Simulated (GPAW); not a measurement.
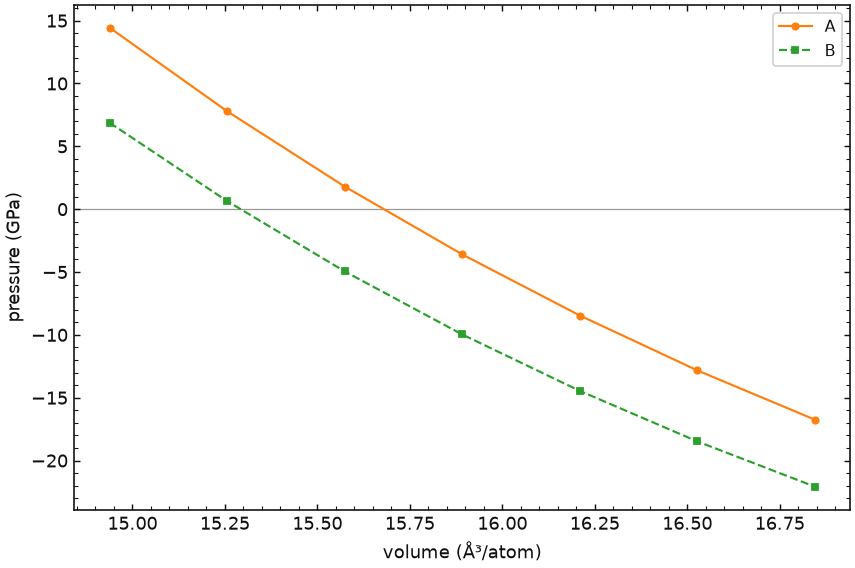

The plot gives the computed pressure against volume, with one curve for each functional, for Mo (space group Im-3m). The labels are replaced by letters. In alphabetical order the cases are: PBEsol; r2SCAN.

Computed with GPAW 26.7.0: PAW DFT in plane waves, on a grid or in atomic orbitals, no spin polarisation; energies at scaled volumes of the given cell, shape and fractions fixed, counted from the fit's minimum, third-order Birch-Murnaghan fit. All runs: no spin polarisation.

- k mesh: 12×12×12
- occupations: Fermi–Dirac
- smearing width: 0.05 eV
- wave cutoff: 600 eV

> Which letter stands for which functional?

A: r2SCAN; B: PBEsol.
